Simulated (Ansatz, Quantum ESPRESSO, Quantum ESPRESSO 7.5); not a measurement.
## 1T-GeCl2, 1 layer: response to a perpendicular field

Aim: how 1T-GeCl2, 1 layer screens a field along its normal, and what the field does to its bands.

Calculated with Quantum ESPRESSO 7.5; plane-wave DFT, PBE, GBRV ultrasoft pseudopotentials (geometry and cross-check by Ansatz 0.2.0 with PAW datasets; geometry under PBE).

### 1. Starting point

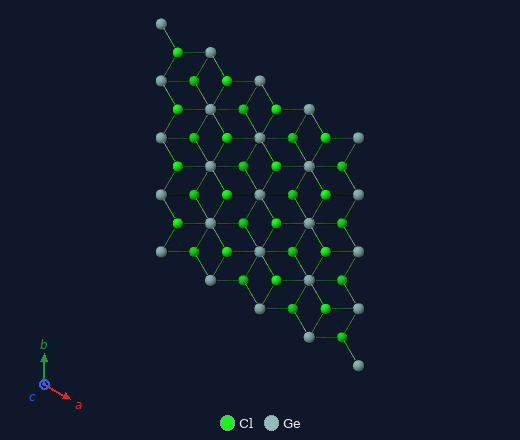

The cell as given, from above (chlorine green, germanium teal). 4×4×1 cells are drawn. Some periodic images of atoms are drawn too.

The cell holds 3 atoms: 2 Cl and 1 Ge. Cell: a = 3.039 Å, b = 3.039 Å, c = 19.588 Å, α = 90.0°, β = 90.0°, γ = 120.0°. It derives from GeCl2. Vacuum lies along c.

This sheet is a model structure: its symmetry is held, and its stability is not tested here.

### 2. Relaxation with Ansatz

A relaxation in Ansatz fixes the structure of this slab for the runs on it.

input.yaml reads:

```yaml
crystal:
  lattice:
    - [3.03854, 0.0, 0.0]
    - [-1.51927, 2.6314528304, 0.0]
    - [0.0, 0.0, 19.5883005154]
  atoms:
    - { symbol: Cl, position: [0.6666666667, 0.3333333333, 0.4339324891] }
    - { symbol: Ge, position: [0.0, 0.0, 0.5] }
    - { symbol: Cl, position: [0.3333333333, 0.6666666667, 0.5660675109] }
kpoints:
  mp_grid: { grid: [12, 12, 1] }
hamiltonian:
  xc: pbe
scf:
  occupations: { method: fermi_dirac, width: 0.05 }
  convergence: { dr2_threshold: 1.0e-08 }
efield:
  axis: 3
  dipole_correction: true
  ramp_position: 0.97
  ramp_width: 0.04
relax:
  f_tol: 0.01
  cell: { fix: [c, alpha, beta] }
output:
  write_potential: true
  write_density: true
  volumetric_format: npy
```

The run is started by

```bash
> ansatz run input.yaml --threads 4 --pin off --max-ram 8192MiB --backend cpu --events-out ev --progress --plain --runs-dir out
```

Numbers of over 12 decimals in the logs are rounded to 6 here.

Log:

```text
Warning: relax.cell: scf.convergence.dr2_threshold = 1e-8 eV is looser than the 3e-10 eV advised for a relaxation that steers and ends on the stress (1e-10 eV for each atom of the cell: 3). What an SCF threshold leaves in a stress goes as its square root, and in the free energy as the threshold itself, and one threshold admits the most on a small cell: [figures from the program's tests cut] Set scf.convergence.dr2_threshold to 3e-10 eV or tighter. The threshold is an SCF's pass mark: one that does not reach it within its budget of iterations ends unconverged, or closes short of it on a stop that the run arms, and scf.convergence.dr2_threshold's page says what that costs each kind of run
Engine: ansatz 0.2.0, aarch64-unknown-linux-gnu
Pseudopotentials: kind: paw
Pseudopotential: Cl, paw, valence charge 7, recommended cutoff 420 eV (normal), Cl.paw.azcp
Pseudopotential: Ge, paw, valence charge 14, recommended cutoff 420 eV (normal), Ge.paw.azcp
Functional definition: PBE
  parameter kappa = 0.804
  parameter beta = 0.066725
  exchange = pbe_x(kappa = kappa, mu = beta*pi^2/3)
  correlation = pbe_c(beta = beta)
Crystal: 3 atoms, lattice volume = 156.624 Å³
Basis set: ecut = 420 eV, 3041 PW (Γ), exchange–correlation on 48×48×270 points (8 copies of the dense FFT grid, shifted against one another)
Bands: 18, of which v1, the nominal top of the filled ones, is band 14 counted from 1 (13 counted from 0)
Symmetry: 6 space group operations
k-points: 19 of 144 (time reversal used)
Non-local potential: Cl, projectors of the file, l = 0: 2, l = 1: 2, l = 2: 2
Non-local potential: Ge, projectors of the file, l = 0: 2, l = 1: 2, l = 2: 3, l = 3: 1
PAW form: soft (Blöchl's): semilocal exchange-correlation on the pseudo side does not see the compensation charge
PAW one-centre angular grid: Cl, 110 points (default); XC on 64 Gauss nodes
PAW one-centre angular grid: Ge, 590 points (default); XC on 64 Gauss nodes
Initial density: superposition of atomic densities (neutral atoms: chi_scale 0, normalization atom), corrected by the library's trained network
Initial wavefunctions: pseudopotential atomic-orbital guess
Functional: x = pbe(κ = 0.804, μ = 0.219515), c = pbe(β = 0.066725)
SCF iter   1: F=—  HF=-6449.732942 eV  |F-HF|=—  |Δ(HF+E_count)|=         —  Δρ=5.12e-3  dr2=7.81e-2  ethr=1.77e-3  p=-0.000 e·Å  D=-1.22e-4 V/Å  ΔV_dip=0.00 eV  dr2_dipole=3.84e-9  V_vac-E_F(+/−)=1.34/1.34 eV  ⟨swp⟩=10.1  Hψ=2371  notcnv=0
efield: sawtooth ramp at fractional position 0.9700 (set: `efield.ramp_position`, or a place that a band, a saddle search or an elastic batch's reference lends), width 0.0400; the density the first Hamiltonian is built on has a dipole p = -0.000 e·Å; the dipole correction subtracts the counter field D = -1.22e-4 V/Å, which shifts the + side's vacuum level by +0.00 eV against the − side's; the planar-averaged density in the ramp window peaks in size at 2.3e-5 e/Å³
preconditioner: auto → none  [insulator: Δε(μ)=0.805 eV  Ē_g=19.135 eV  σ=0.050 eV  W_gap=1.00  n_scr=12 (ndim 8)  ℏωp=15.7 eV  f_vac=0.695  D(μ)=0.00/eV (n_scr^D=0)  ε∞_Penn≈1.7]
SCF iter   2: F=—  HF=-6449.718053 eV  |F-HF|=—  |Δ(HF+E_count)|=   1.49e-2  Δρ=3.42e-3  dr2=3.31e-2  ethr=2.79e-4  p=-0.000 e·Å  D=-7.53e-5 V/Å  ΔV_dip=0.00 eV  dr2_dipole=2.48e-7  V_vac-E_F(+/−)=2.10/2.10 eV  ⟨swp⟩=4.1  Hψ=1027  notcnv=0
SCF iter   3: F=—  HF=-6449.711066 eV  |F-HF|=—  |Δ(HF+E_count)|=   6.99e-3  Δρ=1.83e-3  dr2=3.30e-3  ethr=1.18e-4  p=0.000 e·Å  D=1.59e-4 V/Å  ΔV_dip=-0.00 eV  dr2_dipole=1.32e-6  V_vac-E_F(+/−)=1.87/1.87 eV  ⟨swp⟩=2.5  Hψ=534  notcnv=0
SCF iter   4: F=—  HF=-6449.711072 eV  |F-HF|=—  |Δ(HF+E_count)|=   6.17e-6  Δρ=5.89e-4  dr2=4.29e-4  ethr=1.18e-5  p=-0.001 e·Å  D=-8.57e-4 V/Å  ΔV_dip=0.02 eV  dr2_dipole=3.73e-5  V_vac-E_F(+/−)=1.99/1.97 eV  ⟨swp⟩=3.2  Hψ=671  notcnv=0
SCF iter   5: F=—  HF=-6449.711507 eV  |F-HF|=—  |Δ(HF+E_count)|=   4.36e-4  Δρ=4.46e-4  dr2=2.96e-3  ethr=1.53e-6  p=0.003 e·Å  D=3.87e-3 V/Å  ΔV_dip=-0.08 eV  dr2_dipole=7.40e-4  V_vac-E_F(+/−)=1.97/2.05 eV  ⟨swp⟩=2.9  Hψ=719  notcnv=0  defer=1  recentre
SCF iter   6: F=—  HF=-6449.711182 eV  |F-HF|=—  |Δ(HF+E_count)|=   3.26e-4  Δρ=1.14e-4  dr2=2.41e-5  ethr=1.53e-6  p=-0.000 e·Å  D=-2.25e-4 V/Å  ΔV_dip=0.00 eV  dr2_dipole=2.63e-6  V_vac-E_F(+/−)=2.02/2.01 eV  ⟨swp⟩=2.0  Hψ=430  notcnv=0
SCF iter   7: F=—  HF=-6449.711168 eV  |F-HF|=—  |Δ(HF+E_count)|=   1.39e-5  Δρ=3.39e-5  dr2=5.78e-6  ethr=8.60e-8  p=0.000 e·Å  D=1.84e-6 V/Å  ΔV_dip=-0.00 eV  dr2_dipole=2.93e-8  V_vac-E_F(+/−)=2.03/2.03 eV  ⟨swp⟩=2.5  Hψ=617  notcnv=0
SCF iter   8: F=—  HF=-6449.711202 eV  |F-HF|=—  |Δ(HF+E_count)|=   3.40e-5  Δρ=9.39e-6  dr2=1.49e-7  ethr=2.07e-8  p=0.000 e·Å  D=1.42e-5 V/Å  ΔV_dip=-0.00 eV  dr2_dipole=1.39e-9  V_vac-E_F(+/−)=2.02/2.02 eV  ⟨swp⟩=2.0  Hψ=444  notcnv=0
SCF iter   9: F=-6449.711202 eV  HF=-6449.711202 eV  |F-HF|=2.21e-9  |Δ(HF+E_count)|=   2.40e-9  Δρ=1.77e-6  dr2=5.08e-9  ethr=3.57e-11  p=0.000 e·Å  D=1.85e-5 V/Å  ΔV_dip=-0.00 eV  dr2_dipole=7.62e-11  V_vac-E_F(+/−)=2.02/2.02 eV  ⟨swp⟩=8.5  Hψ=2956  notcnv=0
SCF 1 converged in 9 iterations: F = -6449.711202 eV  dr2 = 5.08e-9
  greatest PAW one-centre occupation: 0.999 electrons in one spin orbital (limit 2), on the Ge atom at site 1 (counted from 0), in its partial waves of l = 2
relax step   1: F+E_penalty+E_count = -6449.71120175 eV  Δ(F+E_penalty+E_count) = +0.000e0 eV  max|allowed force component| = 7.425e0 eV/Å  Δτ_max = 0.0000 Å  P = +24.131 GPa  Ω = 156.624 Å³  fix = [c, alpha, beta]  reactions: c +19.660 GPa  (9 SCF iters, accepted)
Crystal: 3 atoms, lattice volume = 172.030 Å³
Basis set: ecut = 420 eV, 3377 PW (Γ), exchange–correlation on 48×48×270 points (8 copies of the dense FFT grid, shifted against one another)
Initial density: handed on by an earlier stage of this run
Initial wavefunctions: those handed on with the density
iter 1 solved again at ethr=9.30e-4 eV; its pass at ethr=3.10e-3 eV (dr2=2.60e-1 eV) is discarded
SCF iter   1: F=—  HF=-6453.562756 eV  |F-HF|=—  |Δ(HF+E_count)|=         —  Δρ=7.55e-3  dr2=2.62e-1  ethr=9.30e-4  p=0.000 e·Å  D=1.78e-5 V/Å  ΔV_dip=-0.00 eV  dr2_dipole=1.25e-10  V_vac-E_F(+/−)=2.77/2.77 eV  ⟨swp⟩=1.0  Hψ=2405  notcnv=0
[...]
relax step  10: F+E_penalty+E_count = -6456.28649430 eV  Δ(F+E_penalty+E_count) = -2.522e-2 eV  max|allowed force component| = 5.083e-2 eV/Å  Δτ_max = 0.0730 Å  P = -0.147 GPa  Ω = 266.634 Å³  energy of the carried Pulay correction = -1.180e-3 eV  fix = [c, alpha, beta]  reactions: c -0.089 GPa  (8 SCF iters, accepted)
relax step  11: F+E_penalty+E_count = -6456.28786028 eV  Δ(F+E_penalty+E_count) = -1.366e-3 eV  max|allowed force component| = 5.323e-2 eV/Å  Δτ_max = 0.0094 Å  P = +0.070 GPa  Ω = 263.344 Å³  energy of the carried Pulay correction = -1.043e-3 eV  fix = [c, alpha, beta]  reactions: c +0.096 GPa  (7 SCF iters, accepted)
relax step  12: F+E_penalty+E_count = -6456.28848263 eV  Δ(F+E_penalty+E_count) = -6.223e-4 eV  max|allowed force component| = 7.944e-4 eV/Å  Δτ_max = 0.0120 Å  P = -0.002 GPa  Ω = 263.149 Å³  energy of the carried Pulay correction = -1.035e-3 eV  fix = [c, alpha, beta]  reactions: c +0.003 GPa  (7 SCF iters, accepted)
Basis set: ecut = 420 eV, 5225 PW (Γ), exchange–correlation on 54×54×270 points (8 copies of the dense FFT grid, shifted against one another)
iter 1 solved again at ethr=4.58e-7 eV; its pass at ethr=3.10e-3 eV (dr2=1.28e-4 eV) is discarded
SCF iter   1: F=—  HF=-6456.256765 eV  |F-HF|=—  |Δ(HF+E_count)|=         —  Δρ=7.91e-4  dr2=5.21e-5  ethr=4.58e-7  p=0.000 e·Å  D=8.36e-6 V/Å  ΔV_dip=-0.00 eV  dr2_dipole=3.17e-11  V_vac-E_F(+/−)=5.66/5.66 eV  ⟨swp⟩=3.1  Hψ=2887  notcnv=0
efield: sawtooth ramp at fractional position 0.9700 (set: `efield.ramp_position`, or a place that a band, a saddle search or an elastic batch's reference lends), width 0.0400; the density the first Hamiltonian is built on has a dipole p = 0.000 e·Å; the dipole correction subtracts the counter field D = 8.36e-6 V/Å, which shifts the + side's vacuum level by -0.00 eV against the − side's; the planar-averaged density in the ramp window peaks in size at 8.2e-6 e/Å³
preconditioner: auto → Resta (q_TF=auto, 1.878 Å⁻¹)  ε∞=1.9  [insulator: Δε(μ)=2.620 eV  Ē_g=10.326 eV  σ=0.050 eV  W_gap=1.00  n_scr=28 (ndim 8)  ℏωp=9.7 eV  f_vac=0.687  D(μ)=0.00/eV (n_scr^D=0)  ε∞_Penn≈1.9  vacuum switching on, ρ_ref=7.7e-3 e/Å³]
SCF iter   2: F=—  HF=-6456.278950 eV  |F-HF|=—  |Δ(HF+E_count)|=   2.22e-2  Δρ=3.98e-4  dr2=1.56e-5  ethr=1.86e-7  p=0.000 e·Å  D=1.02e-5 V/Å  ΔV_dip=-0.00 eV  dr2_dipole=3.12e-11  V_vac-E_F(+/−)=5.67/5.67 eV  ⟨swp⟩=2.4  Hψ=598  notcnv=0
SCF iter   3: F=—  HF=-6456.287186 eV  |F-HF|=—  |Δ(HF+E_count)|=   8.24e-3  Δρ=1.67e-4  dr2=2.34e-6  ethr=5.57e-8  p=0.000 e·Å  D=8.09e-6 V/Å  ΔV_dip=-0.00 eV  dr2_dipole=5.54e-11  V_vac-E_F(+/−)=5.66/5.66 eV  ⟨swp⟩=2.1  Hψ=565  notcnv=0
SCF iter   4: F=—  HF=-6456.289180 eV  |F-HF|=—  |Δ(HF+E_count)|=   1.99e-3  Δρ=5.75e-5  dr2=3.69e-7  ethr=8.36e-9  p=0.000 e·Å  D=1.27e-5 V/Å  ΔV_dip=-0.00 eV  dr2_dipole=4.83e-10  V_vac-E_F(+/−)=5.66/5.66 eV  ⟨swp⟩=3.1  Hψ=727  notcnv=0
SCF iter   5: F=—  HF=-6456.289521 eV  |F-HF|=—  |Δ(HF+E_count)|=   3.41e-4  Δρ=1.11e-5  dr2=3.41e-8  ethr=1.32e-9  p=0.000 e·Å  D=1.51e-6 V/Å  ΔV_dip=-0.00 eV  dr2_dipole=2.40e-9  V_vac-E_F(+/−)=5.66/5.66 eV  ⟨swp⟩=2.2  Hψ=651  notcnv=0
SCF iter   6: F=—  HF=-6456.289544 eV  |F-HF|=—  |Δ(HF+E_count)|=   2.29e-5  Δρ=2.26e-6  dr2=1.69e-8  ethr=3.57e-11  p=0.000 e·Å  D=1.59e-5 V/Å  ΔV_dip=-0.00 eV  dr2_dipole=1.79e-9  V_vac-E_F(+/−)=5.66/5.66 eV  ⟨swp⟩=13.2  Hψ=2672  notcnv=0
SCF iter   7: F=-6456.289546 eV  HF=-6456.289546 eV  |F-HF|=1.24e-7  |Δ(HF+E_count)|=   1.67e-6  Δρ=7.94e-7  dr2=5.59e-9  ethr=3.57e-11  p=0.000 e·Å  D=5.67e-6 V/Å  ΔV_dip=-0.00 eV  dr2_dipole=5.26e-10  V_vac-E_F(+/−)=5.66/5.66 eV  ⟨swp⟩=10.7  Hψ=2234  notcnv=0
SCF 13 converged in 7 iterations: F = -6456.289546 eV  dr2 = 5.59e-9
relax step  13: F+E_penalty+E_count = -6456.28954579 eV  Δ(F+E_penalty+E_count) = -1.063e-3 eV  max|allowed force component| = 6.762e-4 eV/Å  Δτ_max = 0.0000 Å  P = +0.002 GPa  Ω = 263.149 Å³  fix = [c, alpha, beta]  reactions: c +0.001 GPa  stress off target by 2.33e-3 GPa on what of the cell is left free  SCF on the basis re-selected at this cell (its energy is not comparable with the rows above)  (7 SCF iters)
basis re-selected at this cell: Δ(F+E_penalty+E_count) = -1.063e-3 eV, ΔP = +0.004 GPa vs the last step (what re-selecting the basis moved, of the pressure what is left beyond the Pulay correction that the steps carried, after the strain that the cell walked since its last selection, with what the two solves' SCF thresholds leave and, on support functions, any second-order correction that the steps lacked; it is no measure of the basis error at this ecutwfc). The dense FFT grid was sized anew with the basis: this SCF ran on 27×27×135 points, the steps before it on 25×25×135, so part of this shift can come from that change (see relax.cell in the input reference). [rest of the remark cut]
WARN: The output density's exchange-correlation potential varies sharply where the density is thin. Do not read a vacuum level from v_tot or v_xc, or from such a field of the output density. On a cell that repeats whose density bears no net charge and no dipole along the vacuum's axis use v_es (v_loc + v_h of the components); under efield.dipole_correction with no amplitude use v_es + v_field, which holds any externa [...]
SCF converged after 7 iterations
Free energy (F): -6456.289546 eV
Harris-Foulkes:  -6456.289546 eV  (|F-HF|=1.24e-7)
Internal energy: -6456.289546 eV  (E = F + TS)
E sigma→0 (E₀):  -6456.289546 eV
Fermi energy:    -2.702145 eV
Dipole field:    D = 0.000033 V/Å  (p = 0.000047 e·Å, saw-weighted, corrected)
Work function:   Φ+ = 5.6628 eV   Φ− = 5.6634 eV
Levels:          The Fermi level and band energies are counted from a zero that moves with the ramp; work functions are not
--- Per-component energies (eV) ---
  E_band       = -446.285883
  E_kinetic    = 428.135397
  E_local      = -13934.866305  (includes V_loc(G=0)·N_el)
  E_nonlocal   = 468.156212
  E_hartree    = 6594.614718
  E_xc         = -288.241610
  E_vxc        = -306.060430  (∫ρ·V_xc dr)
  E_paw        = -3329.785922  (= ΣΔE_a)
  E_vpaw       = -290.885596  (= ΣTr[D̂ρ^β])
  E_aug_tail   = 0.000519  (compensation charges beyond the density's cutoff)
  E_efield     = 0.000000  (sawtooth field / dipole correction)
  E_vefield    = -0.000179  (∫n·V_field dr)
  E_ewald      = 3605.697445
  E_smearing   = -0.000000  (= −TS)
  E_closure    = -0.000000  (closes the sum)
  Σ components = -6456.289546   (vs F -6456.289546, Δ=0.00e0)
--- Forces (eV/Å), atoms counted from 1 ---
  atom   1  Cl     0.00000000     0.00000000    -0.00067515
  atom   2  Ge     0.00000000    -0.00000000     0.00005237
  atom   3  Cl    -0.00000000    -0.00000000     0.00062593
  max |Σ_I F_I| component: 3.15e-6 eV/Å
--- Stress (GPa, compression-positive) ---
        0.002326       0.000000      -0.000000
        0.000000       0.002326       0.000000
       -0.000000       0.000000       0.001214
  P = ⅓ Tr σ = 0.0020 GPa (0.020 kbar)
--- Band table (eV; the first three rows and the last of 19) ---
  k-point 0: bands = [... 10 lower, -5.7647, -5.7647, -5.7198, -4.7182, -1.4559, -0.0380, -0.0380, 2.4590]
  k-point 1: bands = [... 10 lower, -5.8539, -5.7108, -5.6830, -4.5306, -1.2459, -0.0993, 0.0351, 2.5836]
  k-point 2: bands = [... 10 lower, -6.1290, -5.7015, -5.6419, -4.2913, -0.8540, -0.0535, 0.2203, 2.8547]
  k-point 18: bands = [... 10 lower, -7.1247, -5.7777, -5.7776, -4.0736, 0.5797, 0.5797, 0.9327, 4.6398]
--- Relaxed structure (11 steps of the walk, 11 accepted, 2 SCFs on fresh bases) ---
  F+E_penalty+E_count = -6456.28954579 eV   max|allowed force component| = 6.762e-4 eV/Å   (the final SCF, on the basis selected at the relaxed cell)
  cell:  # Å, volume = 263.1494 Å³
    - [3.938560, 0, 0]
    - [-1.969280, 3.410893, 0]
    - [0, 0, 19.5883005154]
  atoms:
    - { symbol: Cl, position: [0.666667, 0.333333, 0.424919] }
    - { symbol: Ge, position: [0, 0, 0.500000] }
    - { symbol: Cl, position: [0.333333, 0.666667, 0.575081] }
```

It took 23 s on 4 threads of Arm Neoverse V1, shared host; peak memory 0.53 GiB.

The steps of the relaxation:

```csv
step,energy less that of the first step (eV),largest force component (eV/Å),pressure (GPa),volume (Å³)
1,0.0000,7.4251,24.13,156.62
2,-3.8077,3.8918,12.63,172.03
3,-5.6479,1.0663,4.86,188.84
4,-6.1205,0.3595,2.30,205.96
5,-6.3280,0.0594,0.68,223.77
6,-6.3595,0.0052,-0.13,235.47
7,-6.3598,0.0002,-0.06,234.46
8*,-6.4890,0.0002,0.72,234.46
9,-6.5501,0.0185,0.35,246.59
10,-6.5753,0.0508,-0.15,266.63
11,-6.5767,0.0532,0.07,263.34
12,-6.5773,0.0008,0.00,263.15
13*,-6.5783,0.0007,0.00,263.15
```

Relaxation steps marked * repeat the geometry before them on a plane-wave basis chosen anew for their cell, so energy and pressure can jump there.

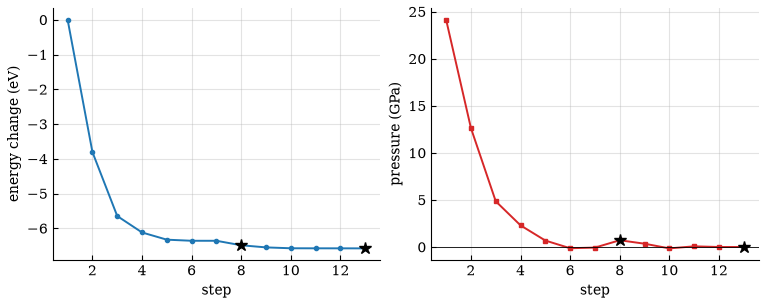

Energy and pressure along the relaxation. Stars mark steps on a basis chosen anew.

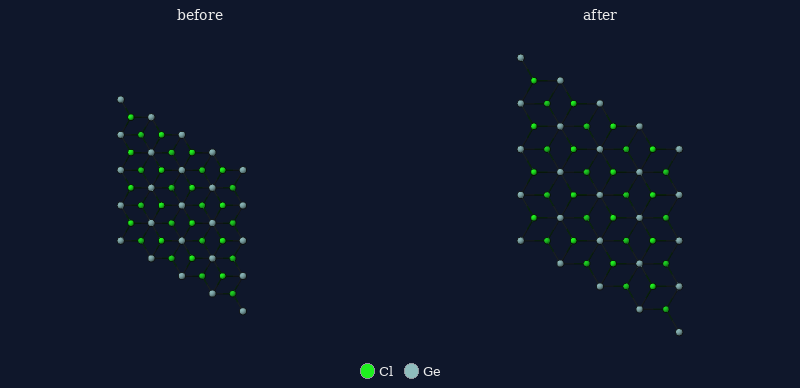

Before and after, at one scale.

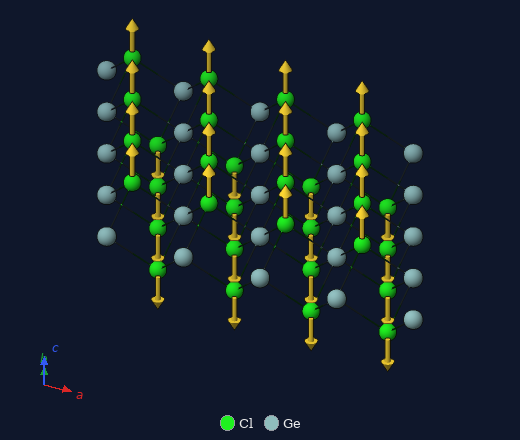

Displacements in the relaxation, exaggerated, measured against the changing cell; the longest in the cell stands for 0.18 Å. 4×4×1 cells are drawn. Some periodic images of atoms are drawn too.

```csv
cell as run,before,after,change
a (Å),3.039,3.939,+29.6 %
b (Å),3.039,3.939,+29.6 %
```

The atoms that moved most (Å, along periodic axes as changes of fractional coordinates times the final cell, across vacuum about the mean position):

```csv
atom,dx,dy,dz,length
Cl1,0.000,0.000,-0.177,0.177
Cl3,0.000,0.000,0.177,0.177
```

The relaxed structure:

```xyz
3
Lattice="3.9386 0.0000 0.0000 -1.9693 3.4109 0.0000 0.0000 0.0000 19.5883" Properties=species:S:1:pos:R:3
Cl    1.9693    1.1370    8.3234
Ge    0.0000    0.0000    9.7942
Cl    0.0000    2.2739   11.2649
```

Numbers from this step:

- free energy: -6456.2895 eV
- Fermi energy: -2.702 eV
- gap by band count: 2.618 eV
- symmetry operations: 6
- dipole along the normal: 4.73e-5 e·Å
- vacuum level at the upper face over a Fermi level inside the gap: 5.663 eV
- vacuum level at the lower face over a Fermi level inside the gap: 5.663 eV

(Part 1 of 5 ends here.)

[Logs are printed without paths, hosts, clocks, repeated set-up lines and the standing remarks that a program may print on its own settings, such as how far it seeks lower states.]

[Hosts, paths, dates, database ids (printed as entryN), source tags and the programs' standing remarks are cut or masked in the printed files.]

[Maps of the electrostatic potential energy from Ansatz leave out the sawtooth potential of an applied field or a dipole correction, so their vacuum need not be flat; planar profiles and work functions include it.]
